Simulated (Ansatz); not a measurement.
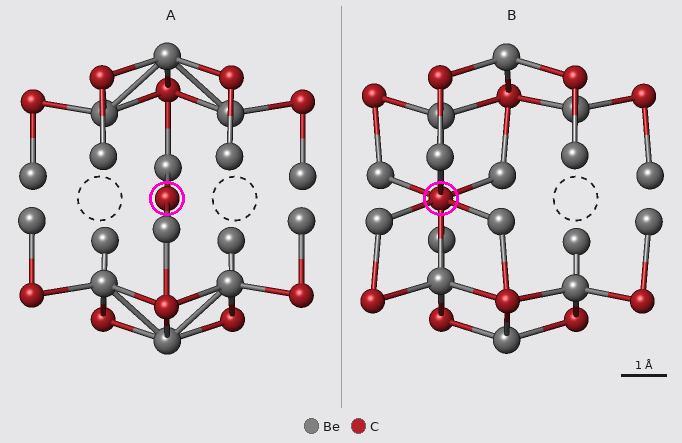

A vacancy jump of carbon in Be$_{2}$C (Fm-3m phase), in a cell of charge +4 (on a uniform background) with 23 atoms, whose images lie 6.1 Å apart. One frame is the relaxed vacancy; in the other the neighbouring C atom (ringed) was set half-way along its jump of 3.06 Å and all atoms were relaxed in the symmetry of that start. Dashed circles mark empty sites. The picture is a ball-and-stick view of the slice 3.8 Å thick through the jump, out to 4.3 Å from its middle, seen across the jump.

Level of theory: DFT PBE, scalar-relativistic, plane waves, PAW (Ansatz). Set-up: plane-wave cutoff 420 eV; k-point mesh 4 × 4 × 4; occupations gaussian; smearing width 0.05 eV; no spin polarisation; atoms relaxed in a fixed cell; force threshold 0.02 eV/Å.

Question: Which frame is the half-way one, and how far apart are the two in energy?

Answer: Frame A is the half-way start after relaxation. It lies 4.97 eV above the relaxed vacancy. The atom stays half-way, on the straight line. The symmetry of the start was kept and can hold it there, so for a path with one hump at the middle this is the barrier or an upper bound to it. There it has 2 Be as nearest neighbours, the closest at 1.58 Å. Both cells are metallic on the mesh.

Limits of the set-up: the periodic images lie only 6.1 Å apart, so the values are limited by the cell's size; the cell is charged, on a uniform background, and energies carry no finite-size correction.
